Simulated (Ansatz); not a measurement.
**Geometry relaxation, with input and output: TiO2 (part 1 of 3)**

The run: geometry relaxation of TiO2 (P1, 30 atoms in the cell). Method and program: DFT PBE, scalar-relativistic, plane waves, PAW, no spin polarisation (Ansatz 0.2.0).

The structure derives from a Materials Project entry. It belongs to a series of runs on one base structure; here: the perfect supercell shaken and relaxed.

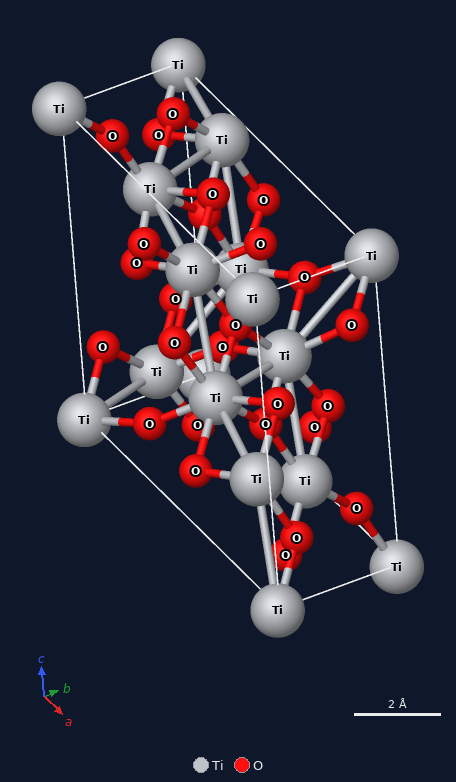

The starting structure (ball-and-stick view of the cell of the calculation, seen slightly off an axis).

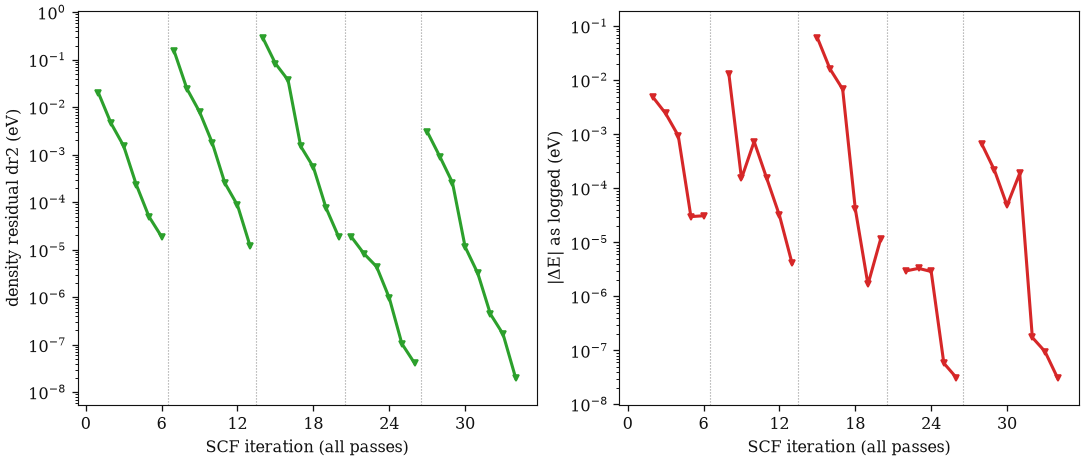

Convergence of the self-consistent field: density residual dr2 and size of the energy change against the SCF iteration. The dotted lines part the SCF passes of the relaxation: geometry steps, rejected trials and re-solves on a re-selected basis. The 5 passes take 6 to 8 iterations each, 34 in all.

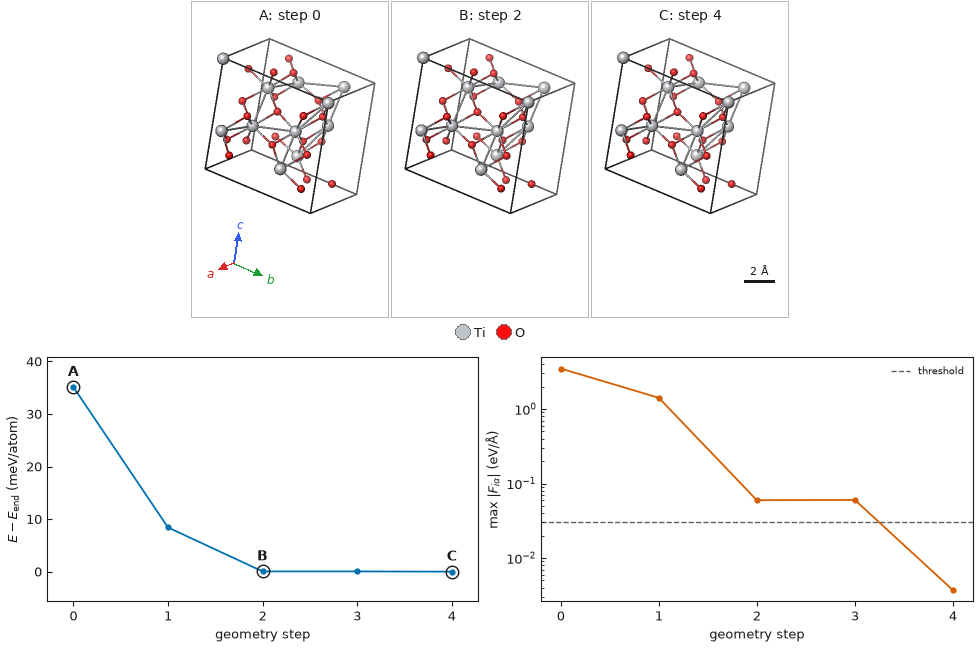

Frames of the relaxation (ball-and-stick view of the cell of the calculation, seen slightly off an axis) above the curves, on which the letters mark them (the first geometry is step 0 here and step 1 in the log).

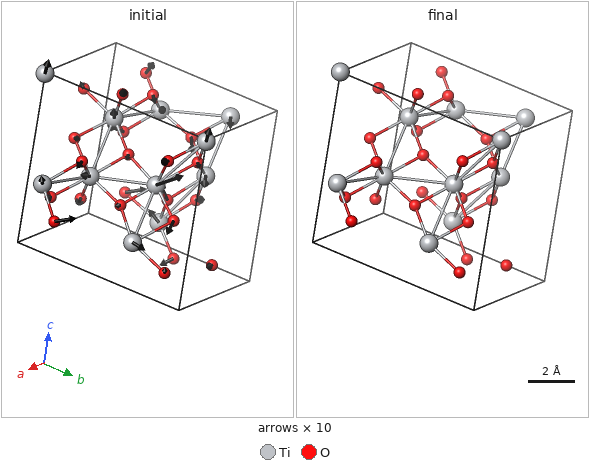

Before (left) and after (right) the relaxation, at one scale (ball-and-stick view of the cell of the calculation, seen slightly off an axis). The black arrows give the displacements, magnified 10 times. The atom that moves furthest is Ti10 (0.14 Å). Largest moves by element: Ti 0.14 Å, O 0.11 Å. The cell doesn't change. Among the contacts that change: Ti10–O15 1.840 → 2.002 Å, Ti5–Ti10 2.924 → 3.080 Å, Ti10–O16 2.091 → 1.947 Å, Ti10–O25 2.145 → 2.002 Å. Among the angles that change: Ti9–O29–Ti10 162.2° → 154.9°, Ti4–O29–Ti10 95.9° → 102.5°, Ti8–O17–Ti10 149.3° → 154.9°. The space group (tolerance 0.01 Å) goes from P1 (No. 1) to I4_1/amd (No. 141). Over 4 geometry steps the energy falls by 35.1 meV per atom. Largest force component: 3.5 eV/Å at the start, 0.0037 eV/Å at the end. (Atoms are counted from 1 in the order of the input.)

The input that produced these results follows, with the program's output.

### Input file
```yaml
crystal:
  lattice:
    - [-1.8995999942, -5.6987999826, 4.8488731938]
    - [-5.6987999826, 1.8995999942, -4.8488731938]
    - [5.6987999826, -1.8995999942, -4.8488731938]
  atoms:
    - { symbol: Ti, position: [0.3891237649, 0.7951820871, 0.6027581938] }
    - { symbol: Ti, position: [-0.009560813, -0.0050576826, -0.0123935961] }
    - { symbol: Ti, position: [0.1904558014, 0.393234742, 0.7953968357] }
    - { symbol: Ti, position: [0.7945607879, 0.5891319623, 0.1992068065] }
    - { symbol: Ti, position: [0.5947772442, 0.2036345635, 0.3993214227] }
    - { symbol: Ti, position: [0.4926796887, 0.2479026824, 0.7416986409] }
    - { symbol: Ti, position: [0.1006799916, 0.4573142806, 0.1446918981] }
    - { symbol: Ti, position: [0.3024812954, 0.8494184973, 0.9574021937] }
    - { symbol: Ti, position: [0.8955198224, 0.0494469614, 0.343519971] }
    - { symbol: Ti, position: [0.7028995555, 0.6354368902, 0.5387229177] }
    - { symbol: O, position: [0.5015897855, 0.0402367177, 0.5428613871] }
    - { symbol: O, position: [0.1073321212, 0.2421746027, 0.9374165497] }
    - { symbol: O, position: [0.3125712839, 0.6455150048, 0.7556420186] }
    - { symbol: O, position: [0.8962632454, 0.841828148, 0.1385517899] }
    - { symbol: O, position: [0.6975210907, 0.4454544911, 0.3440497412] }
    - { symbol: O, position: [0.3886799009, 0.5948688592, 0.3816767705] }
    - { symbol: O, position: [0.9890034112, 0.7922251883, 0.7915160117] }
    - { symbol: O, position: [0.2121773476, 0.2079320182, 0.5972183541] }
    - { symbol: O, position: [0.7894638185, 0.388482092, 0.9879517741] }
    - { symbol: O, position: [0.5946273644, 0.9941590103, 0.19393959] }
    - { symbol: O, position: [0.5005811536, 0.4540353197, 0.9607243459] }
    - { symbol: O, position: [0.1058531531, 0.6530701319, 0.3553482074] }
    - { symbol: O, position: [0.3109796539, 0.0611621617, 0.1628113405] }
    - { symbol: O, position: [0.9040079543, 0.2602596553, 0.5625743699] }
    - { symbol: O, position: [0.7007383458, 0.8547373622, 0.759555819] }
    - { symbol: O, position: [0.3990779141, 0.0085958391, 0.802336043] }
    - { symbol: O, position: [0.995425523, 0.1915746603, 0.197302708] }
    - { symbol: O, position: [0.2024210845, 0.6145901623, 0.0138792827] }
    - { symbol: O, position: [0.8051679365, 0.810809719, 0.417212054] }
    - { symbol: O, position: [0.6011839511, 0.4069168511, 0.6101480556] }
basis:
  ecutwfc: 420
  xc_grid: 2
kpoints:
  mp_grid: { grid: [2, 2, 2], shift: [0.5, 0.5, 0.5] }
hamiltonian:
  xc: pbe
scf:
  occupations: { method: gaussian, width: 0.02 }
output:
  forces: true
  stress: false
  eigenvalues: true
relax:
  adjacent_minimum: "off"
  f_tol: 0.03
  max_steps: 25
```

Launched with:
```bash
ansatz run input.yaml --threads 8 --pin off --max-ram 16384MiB --backend cpu --events-out ev --progress --plain --runs-dir out
```

### Log
```
Engine: ansatz 0.2.0, aarch64-unknown-linux-gnu
Pseudopotentials: kind: paw
Pseudopotential: Ti, paw, valence charge 12, recommended cutoff 420 eV (normal), Ti.paw.azcp
Pseudopotential: O, paw, valence charge 6, recommended cutoff 420 eV (normal), O.paw.azcp
Functional definition: PBE
  parameter kappa = 0.804
  parameter beta = 0.06672455060314922
  exchange = pbe_x(kappa = kappa, mu = beta*pi^2/3)
  correlation = pbe_c(beta = beta)
Crystal: 30 atoms, lattice volume = 349.941 Å³
Basis set: ecut = 420 eV, 6805 PW (Γ), exchange–correlation on 108×108×108 points (8 copies of the dense FFT grid, shifted against one another)
Bands: 150, of which v1, the nominal top of the filled ones, is band 120 counted from 1 (119 counted from 0)
Symmetry: 1 space group operations
Space group: P1 (ITA 1), of the structure as read, at distance tolerance 7.0e-5 Å
k-points: 4 of 8 (time reversal used)
Non-local potential: Ti, projectors of the file, l = 0: 3, l = 1: 2, l = 2: 3, l = 3: 1
Non-local potential: O, projectors of the file, l = 0: 2, l = 1: 2, l = 2: 1
PAW form: soft (Blöchl's): semilocal exchange-correlation on the pseudo side does not see the compensation charge
PAW one-centre angular grid: Ti, 590 points (default); XC on 64 Gauss nodes
PAW one-centre angular grid: O, 110 points (default); XC on 64 Gauss nodes
Initial density: superposition of atomic densities (neutral atoms: chi_scale 0, normalization atom), corrected by the library's trained network
Initial wavefunctions: pseudopotential atomic-orbital guess
Functional: x = pbe(κ = 0.804, μ = 0.2195149727645171), c = pbe(β = 0.06672455060314922)
SCF iter   1: F=—  HF=-36386.424621 eV  |F-HF|=—  |Δ(HF+E_count)|=         —  Δρ=3.64e-3  dr2=2.02e-2  ethr=1.77e-3  ⟨swp⟩=4.8  Hψ=2224  notcnv=0  defer=27
preconditioner: auto → Resta (q_TF=auto, 2.562 Å⁻¹)  ε∞=7.9  [insulator: Δε(μ)=2.194 eV  Ē_g=9.562 eV  σ=0.020 eV  W_gap=1.00  n_scr=102 (ndim 8)  ℏωp=25.1 eV  f_vac=0.107  D(μ)=0.00/eV (n_scr^D=0)  ε∞_Penn≈7.9]
SCF iter   2: F=—  HF=-36386.429477 eV  |F-HF|=—  |Δ(HF+E_count)|=   4.86e-3  Δρ=1.92e-3  dr2=4.61e-3  ethr=8.41e-6  ⟨swp⟩=2.0  Hψ=978  notcnv=0  defer=94
SCF iter   3: F=—  HF=-36386.431910 eV  |F-HF|=—  |Δ(HF+E_count)|=   2.43e-3  Δρ=9.28e-4  dr2=1.53e-3  ethr=1.92e-6  ⟨swp⟩=2.0  Hψ=787  notcnv=0  defer=94
SCF iter   4: F=—  HF=-36386.432851 eV  |F-HF|=—  |Δ(HF+E_count)|=   9.41e-4  Δρ=2.44e-4  dr2=2.33e-4  ethr=6.39e-7  ⟨swp⟩=2.0  Hψ=746  notcnv=0  defer=94
SCF iter   5: F=—  HF=-36386.432880 eV  |F-HF|=—  |Δ(HF+E_count)|=   2.99e-5  Δρ=1.26e-4  dr2=4.99e-5  ethr=9.69e-8  ⟨swp⟩=2.0  Hψ=770  notcnv=0  defer=94
SCF iter   6: F=-36386.432906 eV  HF=-36386.432911 eV  |F-HF|=5.02e-6  |Δ(HF+E_count)|=   3.10e-5  Δρ=7.21e-5  dr2=1.88e-5  ethr=9.37e-9  ⟨swp⟩=10.2  Hψ=2538  notcnv=0
SCF 1 converged in 6 iterations: F = -36386.432906 eV  dr2 = 1.88e-5
  greatest PAW one-centre occupation: 0.999 electrons in one spin orbital (limit 2), on the Ti atom at site 1 (counted from 0), in its partial waves of l = 0
relax step   1: F+E_penalty+E_count = -36386.43290641 eV  Δ(F+E_penalty+E_count) = +0.000e0 eV  max|allowed force component| = 3.486e0 eV/Å  Δτ_max = 0.0000 Å  (6 SCF iters, dr2 threshold 2.25e-5 eV, accepted)
Initial density: handed on by an earlier stage of this run
Initial wavefunctions: those handed on with the density
iter 1 solved again at ethr=6.18e-5 eV; its pass at ethr=3.10e-3 eV (dr2=1.48e-1 eV) is discarded
SCF iter   1: F=—  HF=-36387.246875 eV  |F-HF|=—  |Δ(HF+E_count)|=         —  Δρ=8.24e-3  dr2=1.50e-1  ethr=6.18e-5  ⟨swp⟩=2.0  Hψ=1781  notcnv=0  defer=93
preconditioner: auto → Resta (q_TF=auto, 2.562 Å⁻¹)  ε∞=7.9  [insulator: Δε(μ)=2.378 eV  Ē_g=9.561 eV  σ=0.020 eV  W_gap=1.00  n_scr=102 (ndim 8)  ℏωp=25.1 eV  f_vac=0.107  D(μ)=0.00/eV (n_scr^D=0)  ε∞_Penn≈7.9]
SCF iter   2: F=—  HF=-36387.233638 eV  |F-HF|=—  |Δ(HF+E_count)|=   1.32e-2  Δρ=4.02e-3  dr2=2.46e-2  ethr=6.18e-5  ⟨swp⟩=5.0  Hψ=854  notcnv=0  defer=93
SCF iter   3: F=—  HF=-36387.233789 eV  |F-HF|=—  |Δ(HF+E_count)|=   1.52e-4  Δρ=2.11e-3  dr2=8.02e-3  ethr=1.03e-5  ⟨swp⟩=2.0  Hψ=856  notcnv=0  defer=93
SCF iter   4: F=—  HF=-36387.234524 eV  |F-HF|=—  |Δ(HF+E_count)|=   7.34e-4  Δρ=6.70e-4  dr2=1.80e-3  ethr=3.34e-6  ⟨swp⟩=2.0  Hψ=790  notcnv=0  defer=93
SCF iter   5: F=—  HF=-36387.234371 eV  |F-HF|=—  |Δ(HF+E_count)|=   1.52e-4  Δρ=2.45e-4  dr2=2.54e-4  ethr=7.49e-7  ⟨swp⟩=2.0  Hψ=768  notcnv=0  defer=93
SCF iter   6: F=—  HF=-36387.234403 eV  |F-HF|=—  |Δ(HF+E_count)|=   3.16e-5  Δρ=1.50e-4  dr2=8.65e-5  ethr=4.17e-8  ⟨swp⟩=9.0  Hψ=2808  notcnv=0
SCF iter   7: F=-36387.234407 eV  HF=-36387.234407 eV  |F-HF|=2.31e-7  |Δ(HF+E_count)|=   4.08e-6  Δρ=4.77e-5  dr2=1.19e-5  ethr=3.60e-8  ⟨swp⟩=5.2  Hψ=1941  notcnv=0
SCF 2 converged in 7 iterations: F = -36387.234407 eV  dr2 = 1.19e-5
  greatest PAW one-centre occupation: 0.999 electrons in one spin orbital (limit 2), on the Ti atom at site 0 (counted from 0), in its partial waves of l = 0
relax step   2: F+E_penalty+E_count = -36387.23440737 eV  Δ(F+E_penalty+E_count) = -8.015e-1 eV  max|allowed force component| = 1.413e0 eV/Å  Δτ_max = 0.0829 Å  (7 SCF iters, dr2 threshold 1.00e-4 eV, accepted)
SCF iter   1: F=—  HF=-36387.569524 eV  |F-HF|=—  |Δ(HF+E_count)|=         —  Δρ=1.10e-2  dr2=2.91e-1  ethr=7.23e-4  ⟨swp⟩=4.0  Hψ=1377  notcnv=0  defer=92
preconditioner: auto → Resta (q_TF=auto, 2.562 Å⁻¹)  ε∞=8.0  [insulator: Δε(μ)=2.338 eV  Ē_g=9.522 eV  σ=0.020 eV  W_gap=1.00  n_scr=102 (ndim 8)  ℏωp=25.1 eV  f_vac=0.108  D(μ)=0.00/eV (n_scr^D=0)  ε∞_Penn≈8.0]
SCF iter   2: F=—  HF=-36387.508371 eV  |F-HF|=—  |Δ(HF+E_count)|=   6.12e-2  Δρ=5.75e-3  dr2=8.35e-2  ethr=1.21e-4  ⟨swp⟩=2.0  Hψ=720  notcnv=0  defer=92
SCF iter   3: F=—  HF=-36387.492207 eV  |F-HF|=—  |Δ(HF+E_count)|=   1.62e-2  Δρ=3.38e-3  dr2=3.74e-2  ethr=3.48e-5  ⟨swp⟩=3.8  Hψ=884  notcnv=0  defer=92
SCF iter   4: F=—  HF=-36387.485356 eV  |F-HF|=—  |Δ(HF+E_count)|=   6.85e-3  Δρ=7.23e-4  dr2=1.51e-3  ethr=1.56e-5  ⟨swp⟩=2.0  Hψ=868  notcnv=0  defer=92
SCF iter   5: F=—  HF=-36387.485397 eV  |F-HF|=—  |Δ(HF+E_count)|=   4.14e-5  Δρ=3.96e-4  dr2=5.50e-4  ethr=6.29e-7  ⟨swp⟩=2.0  Hψ=805  notcnv=0  defer=92
SCF iter   6: F=—  HF=-36387.485396 eV  |F-HF|=—  |Δ(HF+E_count)|=   1.66e-6  Δρ=1.42e-4  dr2=7.62e-5  ethr=4.17e-8  ⟨swp⟩=10.0  Hψ=2861  notcnv=0
SCF iter   7: F=-36387.485410 eV  HF=-36387.485407 eV  |F-HF|=2.85e-6  |Δ(HF+E_count)|=   1.14e-5  Δρ=6.58e-5  dr2=1.87e-5  ethr=3.18e-8  ⟨swp⟩=4.2  Hψ=1909  notcnv=0
SCF 3 converged in 7 iterations: F = -36387.485410 eV  dr2 = 1.87e-5
  greatest PAW one-centre occupation: 0.999 electrons in one spin orbital (limit 2), on the Ti atom at site 8 (counted from 0), in its partial waves of l = 0
relax step   3: F+E_penalty+E_count = -36387.48540986 eV  Δ(F+E_penalty+E_count) = -2.510e-1 eV  max|allowed force component| = 5.973e-2 eV/Å  Δτ_max = 0.1004 Å  (7 SCF iters, dr2 threshold 1.00e-4 eV, accepted)
iter 1 solved again at ethr=7.79e-9 eV; its pass at ethr=3.10e-3 eV (dr2=1.87e-5 eV) is discarded
```
